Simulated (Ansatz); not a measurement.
Run report: TiSi2, field-gradient calculation

The run: field-gradient calculation of TiSi2 (6 atoms in the cell). Method and program: DFT, PBEsol, PAW with Ansatz's default frozen-core files, scalar-relativistic, no spin polarisation (Ansatz 0.2.0).

The structure derives from an entry of the Crystallography Open Database. It belongs to a series of runs on one base structure; here: equal xx and yy strain of +1 %, PAW files. Figures and captions count atoms from 1; the log counts them from 0 in places.

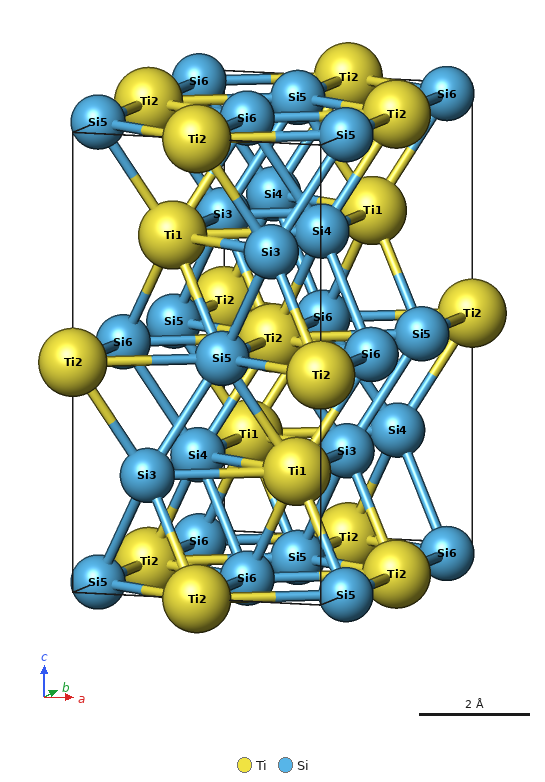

*The structure (ball-and-stick view of the cell 4 times as large as that of the calculation, set on its symmetry axes, seen slightly off an axis; atoms are numbered from 1 in the order of the input). An atom can appear more than once, as a periodic image.*

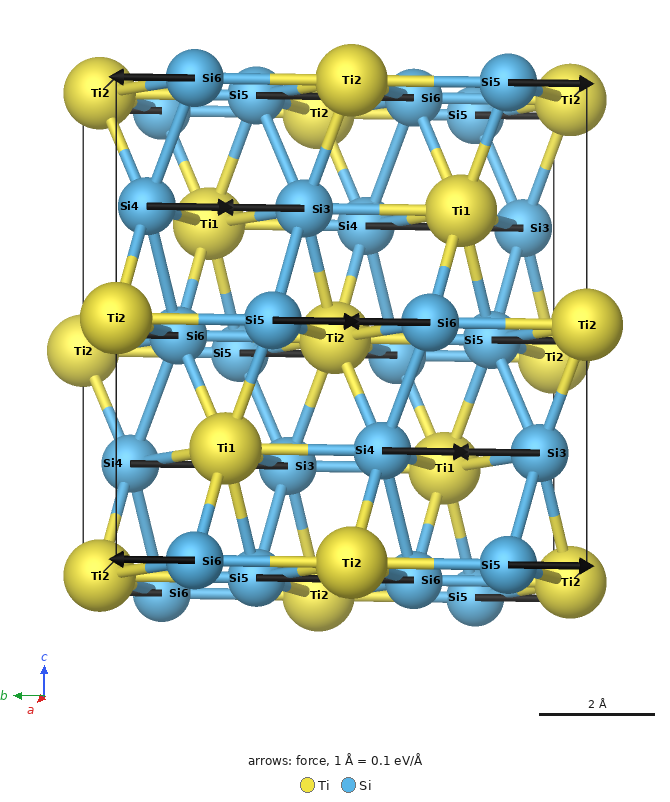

*Forces on the atoms as black arrows (ball-and-stick view of the cell 4 times as large as that of the calculation, set on its symmetry axes, seen at an oblique angle; atoms are numbered from 1 in the order of the input).*

The largest act on all 4 Si atoms (0.15 eV/Å). The geometry is not a stationary point of this energy.

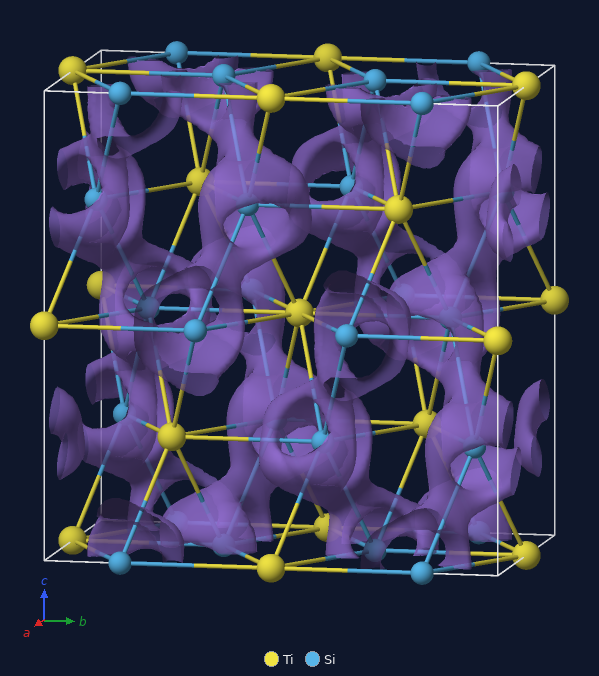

*Isosurface of the electron localisation function at 0.7 (purple), seen slightly off an axis. Only the valence region is drawn (cores and ρ < 0.01 e/Å³ removed). Sticks mark near contacts. The outline is the cell set on symmetry axes.*

The ELF exceeds this value in channels that run through the cell in one direction, counted in one cell of 24 atoms. Along the contacts the grid gives the following. Ti–Si (2.54 Å): the ELF is about 0.40 at the midpoint. The fields are those of the smooth PAW valence density.

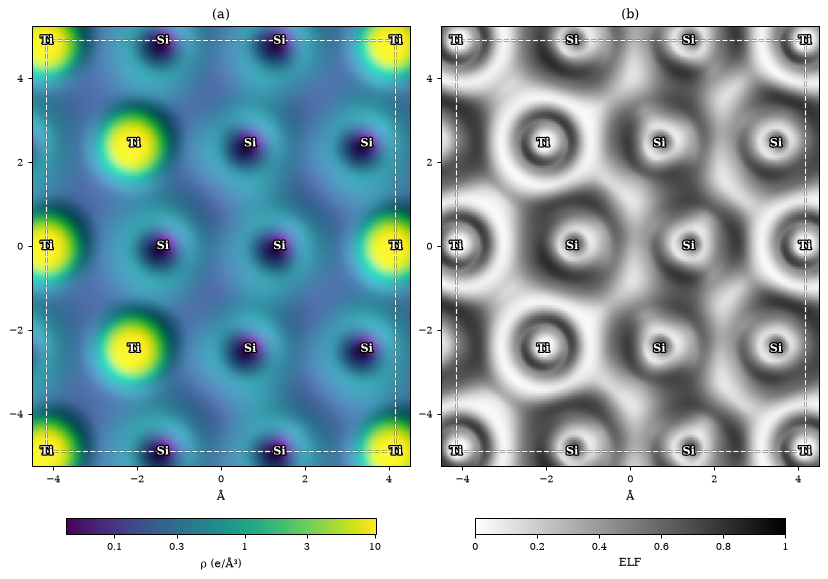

*(a) valence electron density; (b) electron localisation function on the (101) plane of the conventional cell.*

Ti–Si (2.54 Å): ρ is about 0.33 e/Å³ halfway; the ELF is about 0.40 at the midpoint. Si–Si (2.55 Å): ρ at the midpoint is about 0.39 e/Å³, a local maximum along the line; the ELF peaks at about 0.75 between the atoms (localised, shared-pair bonding). Ti–Si (2.77 Å): ρ is about 0.25 e/Å³ halfway; the ELF is about 0.40 at the midpoint. Away from the nuclei the density in this plane falls to 0.17 e/Å³ at its lowest. The strong features right at Ti lie inside the PAW spheres (semicore, d or f shells) and say nothing about bonding.

These pictures come from the run below.

### Input
```yaml
crystal:
  lattice:
    - [0.0, 4.15918, 4.2615]
    - [2.410365, 0.0, 4.2615]
    - [2.410365, 4.15918, 0.0]
  atoms:
    - { symbol: Ti, position: [0.75, 0.75, 0.75] }
    - { symbol: Ti, position: [0.5, 0.5, 0.5] }
    - { symbol: Si, position: [0.083, 0.417, 0.083] }
    - { symbol: Si, position: [0.417, 0.083, 0.417] }
    - { symbol: Si, position: [0.167, 0.833, 0.167] }
    - { symbol: Si, position: [0.833, 0.167, 0.833] }
kpoints:
  mp_grid: { grid: [8, 8, 8] }
scf:
  occupations: { method: fermi_dirac, width: 0.08 }
hamiltonian:
  xc: pbesol
  pseudopotentials: { kind: paw }
output:
  forces: true
  stress: true
  eigenvalues: true
  efg: { contact_densities: true }
  write_density: true
  write_potential: true
  elf: true
  volumetric_format: npy
```

Run as:
```bash
ansatz run input.yaml --threads 2 --pin off --max-ram 8192MiB --backend cpu --events-out ev --progress --plain --runs-dir out
```

### The program's output
```
Engine: ansatz 0.2.0, aarch64-unknown-linux-gnu
Pseudopotentials: kind: paw
Pseudopotential: Ti, paw, valence charge 12, recommended cutoff 420 eV (normal), Ti.paw.azcp
Pseudopotential: Si, paw, valence charge 4, recommended cutoff 420 eV (normal), Si.paw.azcp
Functional definition: PBEsol
  exchange = pbesol_x
  correlation = pbesol_c
Crystal: 6 atoms, lattice volume = 85.444 Å³
Basis set: ecut = 420 eV, 1631 PW (Γ), exchange–correlation on 80×72×72 points (8 copies of the dense FFT grid, shifted against one another)
Bands: 26, of which v1, the nominal top of the filled ones, is band 20 counted from 1 (19 counted from 0)
Symmetry: 8 space group operations
Space group: Fddd (ITA 70), of the structure as read, at distance tolerance 4.4e-5 Å
k-points: 95 of 512
Non-local potential: Ti, projectors of the file, l = 0: 3, l = 1: 2, l = 2: 3, l = 3: 1
Non-local potential: Si, projectors of the file, l = 0: 2, l = 1: 2, l = 2: 2
PAW form: soft (Blöchl's): semilocal exchange-correlation on the pseudo side does not see the compensation charge
PAW frozen core: Ti, regenerated for the run's functional, and the local potential with it (the file was generated under x = pbe(κ = 0.804, μ = 0.2195149727645171), c = pbe(β = 0.06672455060314922))
PAW frozen core: Si, regenerated for the run's functional, and the local potential with it (the file was generated under x = pbe(κ = 0.804, μ = 0.2195149727645171), c = pbe(β = 0.06672455060314922))
PAW one-centre angular grid: Ti, 590 points (default); XC on 64 Gauss nodes
PAW one-centre angular grid: Si, 110 points (default); XC on 64 Gauss nodes
Initial density: superposition of atomic densities (neutral atoms: chi_scale 0, normalization atom), corrected by the library's trained network
Initial wavefunctions: pseudopotential atomic-orbital guess
Functional: x = pbesol(κ = 0.804, μ = 0.12345679012345678), c = pbesol(β = 0.046)
SCF iter   1: F=—  HF=-7437.771007 eV  |F-HF|=—  |Δ(HF+E_count)|=         —  Δρ=3.90e-3  dr2=1.79e-2  ethr=1.77e-3  ⟨swp⟩=6.1  Hψ=12310  notcnv=0  defer=3
preconditioner: auto → Kerker (q_TF=auto, 2.404 Å⁻¹)  [metal: Δε(μ)=0.021 eV  Ē_g=6.307 eV  σ=0.080 eV  W_gap=0.06  n_scr=16 (ndim 8)  ℏωp=19.7 eV  f_vac=0.000  D(μ)=2.07/eV (n_scr^D=12)]
SCF iter   2: F=—  HF=-7437.768051 eV  |F-HF|=—  |Δ(HF+E_count)|=   2.96e-3  Δρ=2.31e-3  dr2=6.21e-3  ethr=4.49e-5  ⟨swp⟩=1.1  Hψ=3236  notcnv=0
SCF iter   3: F=—  HF=-7437.766614 eV  |F-HF|=—  |Δ(HF+E_count)|=   1.44e-3  Δρ=2.23e-4  dr2=5.14e-5  ethr=1.55e-5  ⟨swp⟩=2.2  Hψ=3503  notcnv=0
SCF iter   4: F=—  HF=-7437.766599 eV  |F-HF|=—  |Δ(HF+E_count)|=   1.52e-5  Δρ=9.05e-5  dr2=7.94e-6  ethr=1.29e-7  ⟨swp⟩=2.1  Hψ=3780  notcnv=0
SCF iter   5: F=—  HF=-7437.766598 eV  |F-HF|=—  |Δ(HF+E_count)|=   1.45e-6  Δρ=2.25e-5  dr2=2.74e-7  ethr=1.98e-8  ⟨swp⟩=2.8  Hψ=4354  notcnv=0
SCF iter   6: F=-7437.766598 eV  HF=-7437.766598 eV  |F-HF|=9.31e-9  |Δ(HF+E_count)|=   1.40e-8  Δρ=3.70e-6  dr2=1.35e-8  ethr=2.50e-10  ⟨swp⟩=8.9  Hψ=15100  notcnv=0
SCF 1 converged in 6 iterations: F = -7437.766598 eV  dr2 = 1.35e-8
  greatest PAW one-centre occupation: 0.999 electrons in one spin orbital (limit 2), on the Ti atom at site 1 (counted from 0), in its partial waves of l = 0
SCF converged after 6 iterations
Free energy (F): -7437.766598 eV
Harris-Foulkes:  -7437.766598 eV  (|F-HF|=9.31e-9)
Internal energy: -7437.723129 eV  (E = F + TS)
E sigma→0 (E₀):  -7437.744863 eV
Entropy (-TS):   -0.043469 eV (-7.245 meV/atom)
Fermi energy:    12.282165 eV
--- Per-component energies (eV) ---
  E_band       = -224.830170
  E_kinetic    = 716.932317
  E_local      = -2053.515591  (includes V_loc(G=0)·N_el)
  E_nonlocal   = 119.591509
  E_hartree    = 891.621028
  E_xc         = -419.591192
  E_vxc        = -440.186552  (∫ρ·V_xc dr)
  E_paw        = -4040.330123  (= ΣΔE_a)
  E_vpaw       = -350.888966  (= ΣTr[D̂ρ^β])
  E_aug_tail   = 0.000229  (compensation charges beyond the density's cutoff)
  E_ewald      = -2652.836317
  E_core_change = 0.405011  (= ΣΔE_core)
  E_smearing   = -0.043469  (= −TS)
  E_closure    = 0.000000  (closes the sum)
  Σ components = -7437.766598   (vs F -7437.766598, Δ=0.00e0)
--- Forces (eV/Å), atoms counted from 1 ---
  atom   1  Ti     0.00000000     0.00000000     0.00000000
  atom   2  Ti     0.00000000    -0.00000000    -0.00000000
  atom   3  Si     0.00000000     0.15254194    -0.00000000
  atom   4  Si     0.00000000    -0.15254194    -0.00000000
  atom   5  Si     0.00000000    -0.15254194     0.00000000
  atom   6  Si     0.00000000     0.15254194     0.00000000
  max |Σ_I F_I| component: 0.00e0 eV/Å
--- Stress (GPa, compression-positive) ---
       -4.453658      -0.000000      -0.000000
       -0.000000      -5.344352       0.000000
       -0.000000       0.000000      -2.936677
  P = ⅓ Tr σ = -4.2449 GPa (-42.449 kbar)
--- PAW observables at the nuclei: V_zz in 10²¹ V/m², potentials from the cell's mean, atoms counted from 1 ---
  atom   1  Ti V_zz =    +1.364454   η = 0.8996   by run symmetry: allowed
            electrostatic potential = -2531.277414 V   contact ρ = 56635.601364 e/Å³
  atom   2  Ti V_zz =    +1.364454   η = 0.8996   by run symmetry: allowed
            electrostatic potential = -2531.277414 V   contact ρ = 56635.601364 e/Å³
  atom   3  Si V_zz =    -3.548409   η = 0.2314   by run symmetry: allowed
            electrostatic potential = -1364.222503 V   contact ρ = 12763.787164 e/Å³
  atom   4  Si V_zz =    -3.548409   η = 0.2314   by run symmetry: allowed
            electrostatic potential = -1364.222503 V   contact ρ = 12763.787164 e/Å³
  atom   5  Si V_zz =    -3.548409   η = 0.2314   by run symmetry: allowed
            electrostatic potential = -1364.222503 V   contact ρ = 12763.787164 e/Å³
  atom   6  Si V_zz =    -3.548409   η = 0.2314   by run symmetry: allowed
            electrostatic potential = -1364.222503 V   contact ρ = 12763.787164 e/Å³
--- Band table (eV; the first three rows and the last of 95) ---
  k-point 0: bands = ["-43.7549", "-43.7276", "-20.2387", "-20.2323", "-20.1602", "-20.1453", "-20.1216", "-20.1182", "-0.1561", "5.5600", "6.5191", "7.0381", "7.5527", "8.4537", "8.5151", "9.7543", "10.1094", "10.3118", "10.5464", "10.7652", "11.3681", "14.2790", "15.3659", "15.5074", "15.5981", "15.6476"]
  k-point 1: bands = ["-43.7541", "-43.7283", "-20.2388", "-20.2312", "-20.1635", "-20.1452", "-20.1219", "-20.1180", "0.0065", "5.3663", "5.9348", "6.8155", "7.7990", "8.5154", "8.8484", "9.6617", "10.0118", "10.2869", "10.8414", "11.0928", "11.3455", "14.1166", "15.1924", "15.2966", "15.4866", "15.6415"]
  k-point 2: bands = ["-43.7519", "-43.7304", "-20.2415", "-20.2255", "-20.1732", "-20.1438", "-20.1238", "-20.1158", "0.4797", "4.8284", "4.9933", "6.6566", "7.6129", "8.3773", "9.2929", "9.5432", "10.4953", "10.8677", "11.0773", "11.2594", "11.9367", "13.6797", "14.8777", "14.9650", "15.1382", "15.1947"]
  k-point 94: bands = ["-43.7411", "-43.7411", "-20.2086", "-20.2086", "-20.1832", "-20.1832", "-20.1219", "-20.1219", "1.7784", "1.7784", "7.3141", "7.3141", "7.3951", "7.3951", "9.3511", "9.3511", "10.6641", "10.6641", "11.2667", "11.2667", "13.1570", "13.1570", "15.4325", "15.4325", "15.6384", "15.6384"]
```

### File rho_z.tsv
```
# z_ang	rho[e/angstrom^3]
# format = ansatz-planar-average/11
# lattice	0.000000000	4.159180000	4.261500000
# lattice	2.410365000	0.000000000	4.261500000
# lattice	2.410365000	4.159180000	0.000000000
# sites	6
# site	22	3.615547500	6.238770000	6.392250000
# site	22	2.410365000	4.159180000	4.261500000
# site	14	1.205182500	0.690423880	2.130750000
# site	14	1.205182500	3.468756120	2.130750000
# site	14	2.410365000	1.389166120	4.261500000
# site	14	2.410365000	6.929193880	4.261500000
0.000000	2.926282e-1
0.133532	2.859112e-1
0.267064	2.804952e-1
0.400595	2.764506e-1
0.534127	2.742151e-1
0.667659	2.742151e-1
0.801191	2.764506e-1
0.934723	2.804952e-1
1.068254	2.859112e-1
1.201786	2.926282e-1
1.335318	3.027278e-1
1.468850	3.220702e-1
1.602381	3.578571e-1
1.735913	4.133136e-1
1.869445	4.839314e-1
2.002977	5.580583e-1
2.136509	6.220549e-1
2.270040	6.660234e-1
2.403572	6.857815e-1
2.537104	6.825249e-1
2.670636	6.628776e-1
2.804168	6.382061e-1
2.937699	6.214164e-1
3.071231	6.214164e-1
3.204763	6.382061e-1
3.338295	6.628776e-1
3.471827	6.825249e-1
3.605358	6.857815e-1
3.738890	6.660234e-1
3.872422	6.220549e-1
4.005954	5.580583e-1
4.139485	4.839314e-1
4.273017	4.133136e-1
4.406549	3.578571e-1
4.540081	3.220702e-1
4.673613	3.027278e-1
```

### File v_z.tsv
```
# z_ang	v_es[eV]	v_tot[eV]
# format = ansatz-planar-average/11
# xc	pbesol
# density_cutoff_ev	1680
# datasets	Ti=:simpson_from_first_knot:soft:shift=-797321	Si=:simpson_from_first_knot:soft:shift=-540422
# lattice	0.000000000	4.159180000	4.261500000
# lattice	2.410365000	0.000000000	4.261500000
# lattice	2.410365000	4.159180000	0.000000000
# sites	6
# site	22	3.615547500	6.238770000	6.392250000
# site	22	2.410365000	4.159180000	4.261500000
# site	14	1.205182500	0.690423880	2.130750000
# site	14	1.205182500	3.468756120	2.130750000
# site	14	2.410365000	1.389166120	4.261500000
# site	14	2.410365000	6.929193880	4.261500000
0.000000	4.228256e0	-6.968144e0
0.133532	3.961697e0	-7.314623e0
0.267064	3.599564e0	-7.790547e0
0.400595	3.264734e0	-8.211698e0
0.534127	3.072857e0	-8.446525e0
0.667659	3.072857e0	-8.446525e0
0.801191	3.264734e0	-8.211698e0
0.934723	3.599564e0	-7.790547e0
1.068254	3.961697e0	-7.314623e0
1.201786	4.228256e0	-6.968144e0
1.335318	4.326862e0	-6.878248e0
1.468850	4.263344e0	-7.031964e0
1.602381	4.098709e0	-7.340455e0
1.735913	3.907848e0	-7.695706e0
1.869445	3.716075e0	-8.024376e0
2.002977	3.569060e0	-8.261091e0
2.136509	3.539380e0	-8.334274e0
2.270040	3.640297e0	-8.222778e0
2.403572	3.812396e0	-8.007645e0
2.537104	3.997792e0	-7.785417e0
2.670636	4.188459e0	-7.576124e0
2.804168	4.382789e0	-7.390685e0
2.937699	4.527718e0	-7.272577e0
3.071231	4.527718e0	-7.272577e0
3.204763	4.382789e0	-7.390685e0
3.338295	4.188459e0	-7.576124e0
3.471827	3.997792e0	-7.785417e0
3.605358	3.812396e0	-8.007645e0
3.738890	3.640297e0	-8.222778e0
3.872422	3.539380e0	-8.334274e0
4.005954	3.569060e0	-8.261091e0
4.139485	3.716075e0	-8.024376e0
4.273017	3.907848e0	-7.695706e0
4.406549	4.098709e0	-7.340455e0
4.540081	4.263344e0	-7.031964e0
4.673613	4.326862e0	-6.878248e0
```

### Key numbers

- outcome: converged
- space group (tolerance 0.01 Å): Fddd (70)
- electrons treated: 40
- free energy: −7437.7666 eV
- Fermi energy: 12.282 eV
- pressure: −4.24 GPa
- field gradient V_zz (10²¹ V/m²): Ti 1.36, Ti 1.36, Si −3.55, Si −3.55, Si −3.55, Si −3.55
- largest force (length of the vector): 0.153 eV/Å
- hardware: 2 threads of Arm Neoverse V1, 24 GiB of memory available, shared host
- wall time: 11 s (CPU time 22 s)
- peak memory: 0.51 GiB
